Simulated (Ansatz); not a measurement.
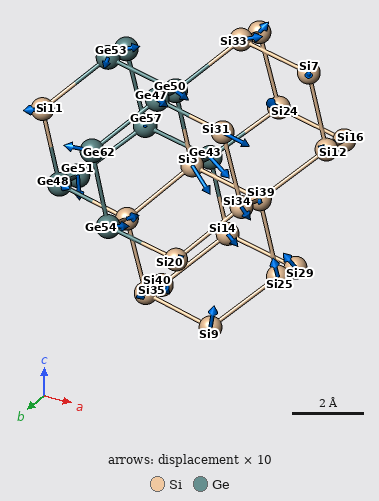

This is a relaxation of solid Si40Ge24 (a generated structure, set up in P1). The starting structure is drawn; blue arrows show the displacements, magnified 10 times.

The picture is a ball-and-stick view of the atoms within 5.0 Å of the atom that moves most (axes of the cell of the calculation), seen from a free direction.

All numbers below come from Ansatz, DFT, PBEsol, PAW, plane waves. Set-up: plane-wave cutoff 420 eV; k-point mesh 1 × 1 × 1; mesh shifted by (0.25, 0.25, 0.25); no spin polarisation; cell relaxed at fixed shape; force threshold 0.03 eV/Å; at most 80 steps.

> What did the optimiser do to the structure, and how much energy did it gain?

The largest moves relative to the cell, 0.10 Å, are those of Si atoms. Largest moves by element: Si 0.10 Å, Ge 0.09 Å. The volume changes by −0.5 %, with a = b = c 11.050 → 11.031 Å (−0.2 %). Some distances before and after: Ge–Ge 2.343 → 2.425 Å, Si–Si 2.432 → 2.351 Å, Si–Si 2.442 → 2.361 Å, Ge–Ge 2.366 → 2.433 Å. Bond angles that change, for instance: Si–Si–Ge 107.5° → 110.6°, Si–Ge–Si 108.6° → 111.6°, Si–Si–Si 107.9° → 110.8°. The space group stays P1 (No. 1). The energy falls by 17.4 meV per atom in 3 geometry steps. The largest force component goes from 1 to 0.023 eV/Å. The pressure goes from −0.24 to 0.01 GPa.
